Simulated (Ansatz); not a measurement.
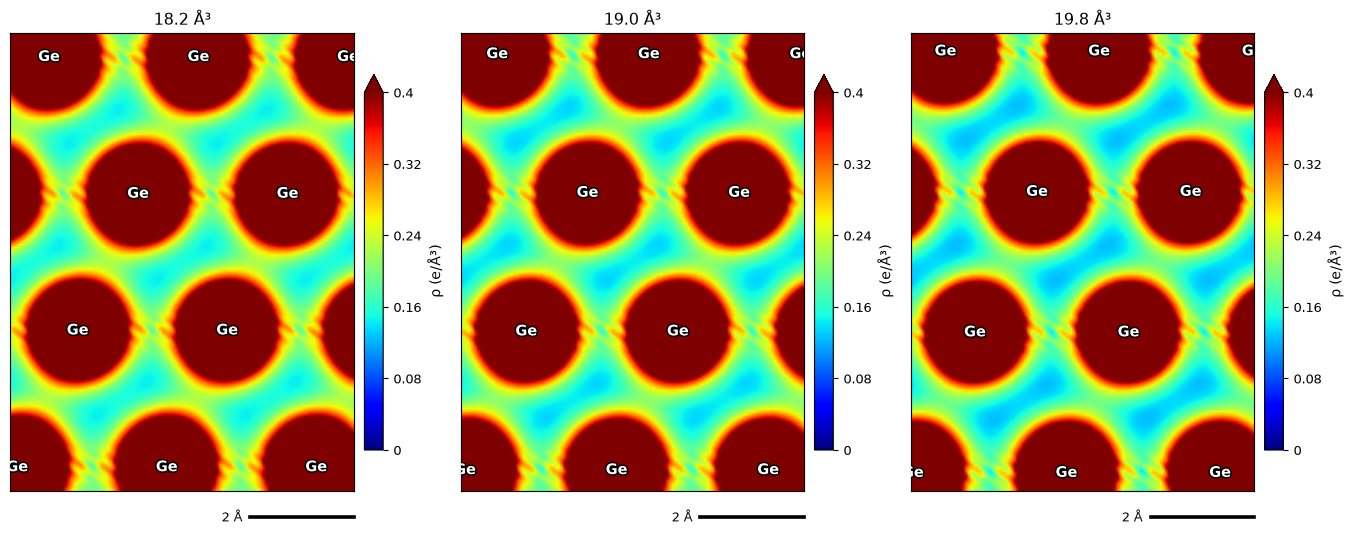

Ge. The valence charge density (pseudo) of cells scaled evenly to different volumes (given per atom above each panel), on the (011̄) plane of each (indices in the axes of the cell below), at one length scale and on one colour scale.

A generated structure, not necessarily the stable one.

Computed with Kohn-Sham DFT of a periodic cell, PBE, Ansatz PAW in Ansatz.

Core electrons are frozen (PAW), and the valence fields are smoothed inside the atomic spheres.

The largest cell:

```
CELL_PARAMETERS angstrom
-1.61907 1.61907 1.88559
1.61907 -1.61907 1.88559
1.61907 1.61907 -1.88559
ATOMIC_POSITIONS crystal
Ge 0.50000 0.50000 0.00000
```

| volume (Å³/atom) | Ge–Ge contact in the plane (Å) | ρ at its midpoint (e/Å³) | pressure (GPa) | 
| --- | --- | --- | --- |
| 18.22 | 2.887 | 0.178 | 4.9 | 
| 18.61 | 2.907 | ? | ? | 
| 19.00 | 2.927 | 0.158 | 1.9 | 
| 19.77 | 2.966 | 0.139 | −0.6 | 

**Estimate the missing row, and compare with the calculation.**

Over the known rows ln ρ falls by 3.13 per Å of Ge–Ge distance (a least-squares line), which gives 0.168 e/Å³ at 2.907 Å; the calculation gives 0.168 e/Å³. For the pressure, a straight line in volume between the neighbouring rows gives 3.4 GPa; the calculation gives 3.3.
